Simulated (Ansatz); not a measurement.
## Electronic structure of CdSe in real space

```xyz
4
Lattice="4.3000 0.0000 0.0000 -2.1500 3.7239 0.0000 0.0000 0.0000 7.0200" Properties=species:S:1:pos:R:3 pbc="T T T"
Cd    2.1500    1.2413    3.5100
Cd    0.0000    2.4826    0.0000
Se    2.1500    1.2413    6.2127
Se    0.0000    2.4826    2.7027
```

Space group P6₃mc; not relaxed (largest force 0.3 eV/Å); computed pressure about 7 GPa in this cell.

Method: Kohn-Sham DFT of a periodic cell, HF, Ansatz PAW in Ansatz.

In a PAW calculation such maps are meaningful between the atoms, not at the nuclei.

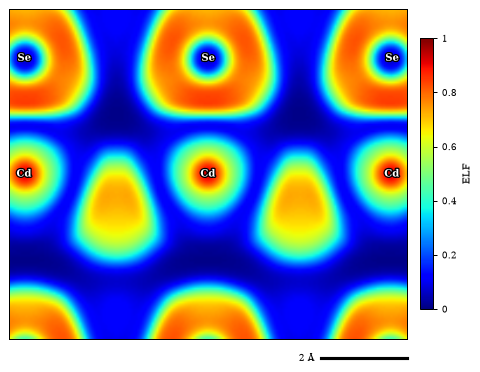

Figure 1. Electron localisation function on the (010) plane of the conventional cell.

### What does the map show?

- Atoms in the plane: Cd and Se.
- Cd–Se (2.70 Å): the ELF is about 0.40 at the midpoint and 0.10 at its lowest between the atoms.
- The features right at Cd lie inside the PAW spheres, where the map follows smoothed inner orbitals and isn't to be read closely.

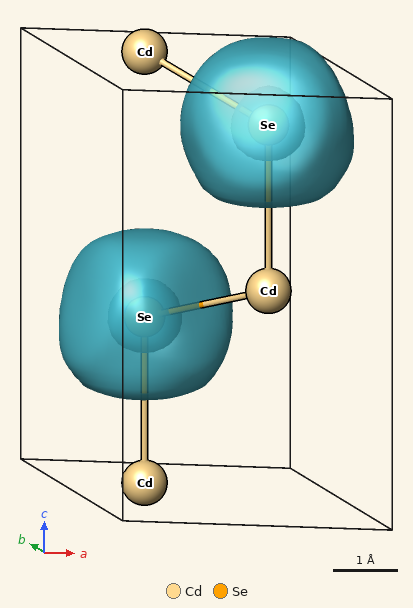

Figure 2. Isosurface of the electron localisation function at 0.65 (cyan), seen slightly off an axis. Only the valence region is drawn (cores and ρ < 0.01 e/Å³ removed). Sticks mark near contacts.

### What do the ELF domains correspond to?

The ELF exceeds this value in two regions wrapped around Se (the valence shell of each), counted in one cell of 4 atoms. Any copies at cell faces, edges or corners count once. Along the contacts the grid gives the following. Cd–Se (2.61 Å): the ELF is about 0.40 at the midpoint.

### Metal or insulator at this level of theory?

It is gapped, with a Kohn–Sham gap of 7.8 eV on the k-point mesh, an upper bound to the gap of this method.
